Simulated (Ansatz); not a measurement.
## Se: one change and its effect

System: Se (P3₁21, 3 atoms in the cell).
Method of run 1: DFT PBE+D3(BJ), scalar-relativistic, plane waves, PAW, no spin polarisation (Ansatz 0.2.0).

The structure derives from an entry of the Crystallography Open Database. Text and figures count atoms from 1; the logs count them from 0 in places.

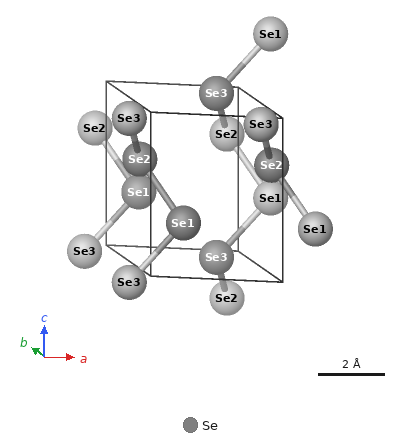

**Figure 1.** The structure (ball-and-stick view of the cell of the calculation, seen slightly off an axis; neighbours outside the cell are drawn fainter; atoms are numbered from 1 in the order of the input).

**Input file, run 1**
```yaml
crystal:
  lattice:
    - [4.0681465756, 0.0, 0.0]
    - [-2.0340732878, 3.5231182808, 0.0]
    - [0.0, 0.0, 5.1277306289]
  atoms:
    - { symbol: Se, position: [0.2473450691, 0.0, 0.3333333333] }
    - { symbol: Se, position: [0.0, 0.2473450691, 0.6666666667] }
    - { symbol: Se, position: [0.7526549309, 0.7526549309, 0.0] }
basis:
  ecutwfc: 420
kpoints:
  mp_grid: { grid: [9, 9, 8] }
hamiltonian:
  xc: pbe
  dispersion: d3bj
scf:
  occupations: { method: gaussian, width: 0.05 }
output:
  forces: true
  stress: true
  eigenvalues: true
```

Launched with:
```bash
ansatz run input.yaml --threads 1 --pin off --max-ram 2048MiB --backend cpu --events-out ev --progress --plain --runs-dir out
```

Hardware: 1 thread of AMD EPYC (Zen 5), 16 GiB of memory available, shared host.

**Output, shortened to warnings, some set-up lines, iterations and results (run 1)**
```
Basis set: ecut = 420 eV, 1421 PW (Γ), exchange–correlation on 60×60×72 points (8 copies of the dense FFT grid, shifted against one another)
Symmetry: 6 space group operations
k-points: 81 of 648 (time reversal used)
Initial density: superposition of atomic densities (neutral atoms: chi_scale 0, normalization atom), corrected by the library's trained network
[...]
SCF iter   1: F=—  HF=-16408.218153 eV  |F-HF|=—  |Δ(HF+E_count)|=         —  Δρ=1.91e-3  dr2=1.82e-3  ethr=1.77e-3  ⟨swp⟩=6.0  Hψ=9847  notcnv=0
SCF iter   2: F=—  HF=-16408.218406 eV  |F-HF|=—  |Δ(HF+E_count)|=   2.53e-4  Δρ=1.10e-3  dr2=6.47e-4  ethr=3.80e-6  ⟨swp⟩=2.4  Hψ=4535  notcnv=0
SCF iter   3: F=—  HF=-16408.218757 eV  |F-HF|=—  |Δ(HF+E_count)|=   3.51e-4  Δρ=1.62e-4  dr2=1.71e-5  ethr=1.35e-6  ⟨swp⟩=2.0  Hψ=2997  notcnv=0
SCF iter   4: F=—  HF=-16408.218724 eV  |F-HF|=—  |Δ(HF+E_count)|=   3.27e-5  Δρ=8.36e-5  dr2=3.23e-6  ethr=3.57e-8  ⟨swp⟩=2.0  Hψ=4212  notcnv=0
SCF iter   5: F=—  HF=-16408.218729 eV  |F-HF|=—  |Δ(HF+E_count)|=   4.42e-6  Δρ=2.09e-5  dr2=4.96e-7  ethr=6.74e-9  ⟨swp⟩=2.0  Hψ=2997  notcnv=0
SCF iter   6: F=-16408.218729 eV  HF=-16408.218729 eV  |F-HF|=5.31e-9  |Δ(HF+E_count)|=   2.85e-7  Δρ=7.09e-6  dr2=4.94e-8  ethr=2.08e-10  ⟨swp⟩=5.0  Hψ=9643  notcnv=0
SCF 1 converged in 6 iterations: F = -16408.218729 eV  dr2 = 4.94e-8
SCF converged after 6 iterations
Free energy (F): -16408.218729 eV
Harris-Foulkes:  -16408.218729 eV  (|F-HF|=5.31e-9)
Internal energy: -16408.218729 eV  (E = F + TS)
E sigma→0 (E₀):  -16408.218729 eV
Fermi energy:    8.629070 eV
--- Per-component energies (eV) ---
  E_band       = -1161.512155
  E_kinetic    = 351.583575
  E_local      = -7194.816888  (includes V_loc(G=0)·N_el)
  E_nonlocal   = -1782.896161
  E_hartree    = 3552.458968
  E_xc         = -311.195250
  E_vxc        = -292.562229  (∫ρ·V_xc dr)
  E_paw        = -5736.081759  (= ΣΔE_a)
  E_vpaw       = 652.257987  (= ΣTr[D̂ρ^β])
  E_aug_tail   = -0.001798  (compensation charges beyond the density's cutoff)
  E_ewald      = -5286.200660
  E_disp       = -1.068756  (pairwise vdW)
  E_smearing   = -0.000000  (= −TS)
  E_closure    = -0.000000  (closes the sum)
  Σ components = -16408.218729   (vs F -16408.218729, Δ=0.00e0)
--- Forces (eV/Å), atoms counted from 1 ---
  atom   1  Se    -0.00243014    -0.00000000    -0.00000000
  atom   2  Se     0.00121507    -0.00210456    -0.00000000
  atom   3  Se     0.00121507     0.00210456     0.00000000
  max |Σ_I F_I| component: 8.33e-17 eV/Å
--- Stress (GPa, compression-positive) ---
       -0.010385       0.000000       0.000000
        0.000000      -0.010385       0.000000
        0.000000       0.000000       0.005588
  P = ⅓ Tr σ = -0.0051 GPa (-0.051 kbar)
```

The input of run 2 differs as follows (lines with − go, lines with + come):
```diff
-  mp_grid: { grid: [9, 9, 8] }
+  mp_grid: { grid: [12, 12, 8] }
```

Predict how the results change.

The free energy of run 2 is 0.09 meV per atom lower, which measures how much it depends on this numerical setting. The number of SCF iterations is the same. The irreducible k-points go from 81 to 131. On the same kind of shared host run 2 took about 1.5 times as long.

**Output, shortened to warnings, some set-up lines, iterations and results (run 2)**
```
Basis set: ecut = 420 eV, 1421 PW (Γ), exchange–correlation on 60×60×72 points (8 copies of the dense FFT grid, shifted against one another)
Symmetry: 6 space group operations
k-points: 131 of 1152 (time reversal used)
Initial density: superposition of atomic densities (neutral atoms: chi_scale 0, normalization atom), corrected by the library's trained network
[...]
SCF iter   1: F=—  HF=-16408.218414 eV  |F-HF|=—  |Δ(HF+E_count)|=         —  Δρ=1.91e-3  dr2=1.82e-3  ethr=1.77e-3  ⟨swp⟩=6.0  Hψ=15997  notcnv=0
SCF iter   2: F=—  HF=-16408.218669 eV  |F-HF|=—  |Δ(HF+E_count)|=   2.54e-4  Δρ=1.10e-3  dr2=6.48e-4  ethr=3.80e-6  ⟨swp⟩=2.4  Hψ=7304  notcnv=0
SCF iter   3: F=—  HF=-16408.219018 eV  |F-HF|=—  |Δ(HF+E_count)|=   3.49e-4  Δρ=1.61e-4  dr2=1.68e-5  ethr=1.35e-6  ⟨swp⟩=2.0  Hψ=4847  notcnv=0
SCF iter   4: F=—  HF=-16408.218986 eV  |F-HF|=—  |Δ(HF+E_count)|=   3.20e-5  Δρ=8.36e-5  dr2=3.24e-6  ethr=3.50e-8  ⟨swp⟩=2.0  Hψ=6812  notcnv=0
SCF iter   5: F=—  HF=-16408.218990 eV  |F-HF|=—  |Δ(HF+E_count)|=   4.42e-6  Δρ=2.11e-5  dr2=5.05e-7  ethr=6.75e-9  ⟨swp⟩=2.0  Hψ=4847  notcnv=0
SCF iter   6: F=-16408.218991 eV  HF=-16408.218991 eV  |F-HF|=4.94e-9  |Δ(HF+E_count)|=   2.77e-7  Δρ=7.12e-6  dr2=5.01e-8  ethr=2.08e-10  ⟨swp⟩=5.0  Hψ=15637  notcnv=0
SCF 1 converged in 6 iterations: F = -16408.218991 eV  dr2 = 5.01e-8
SCF converged after 6 iterations
Free energy (F): -16408.218991 eV
Harris-Foulkes:  -16408.218991 eV  (|F-HF|=4.94e-9)
Internal energy: -16408.218991 eV  (E = F + TS)
E sigma→0 (E₀):  -16408.218991 eV
Fermi energy:    8.639585 eV
--- Per-component energies (eV) ---
  E_band       = -1161.516318
  E_kinetic    = 351.581545
  E_local      = -7194.812802  (includes V_loc(G=0)·N_el)
  E_nonlocal   = -1782.895335
  E_hartree    = 3552.455784
  E_xc         = -311.194733
  E_vxc        = -292.561548  (∫ρ·V_xc dr)
  E_paw        = -5736.082237  (= ΣΔE_a)
  E_vpaw       = 652.256798  (= ΣTr[D̂ρ^β])
  E_aug_tail   = -0.001798  (compensation charges beyond the density's cutoff)
  E_ewald      = -5286.200660
  E_disp       = -1.068756  (pairwise vdW)
  E_smearing   = -0.000000  (= −TS)
  E_closure    = -0.000000  (closes the sum)
  Σ components = -16408.218991   (vs F -16408.218991, Δ=0.00e0)
--- Forces (eV/Å), atoms counted from 1 ---
  atom   1  Se    -0.00218082    -0.00000000    -0.00000000
  atom   2  Se     0.00109041    -0.00188864    -0.00000000
  atom   3  Se     0.00109041     0.00188864     0.00000000
  max |Σ_I F_I| component: 7.87e-17 eV/Å
--- Stress (GPa, compression-positive) ---
       -0.015410      -0.000000       0.000000
        0.000000      -0.015410       0.000000
        0.000000       0.000000       0.011450
  P = ⅓ Tr σ = -0.0065 GPa (-0.065 kbar)
```

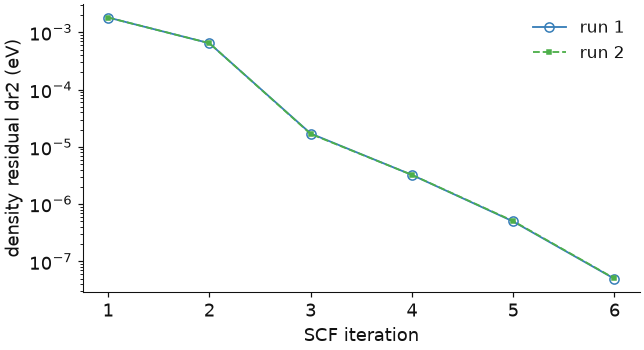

**Figure 2.** Convergence of the two runs: density residual dr2 against the SCF iteration. Run 1 takes 6 iterations in all, and run 2 takes 6.

**The two runs side by side**

```csv
quantity,run 1,run 2
outcome,converged,converged
free energy per atom (eV),−5469.4062,−5469.4063
gap on the mesh (eV),0.54,0.52
pressure (GPa),−0.01,−0.01
largest force (eV/Å),0.002,0.002
SCF iterations,6,6
irreducible k-points,81,131
plane waves at Γ,1421,1421
wall time (shared host),3.5 s,5.3 s
```
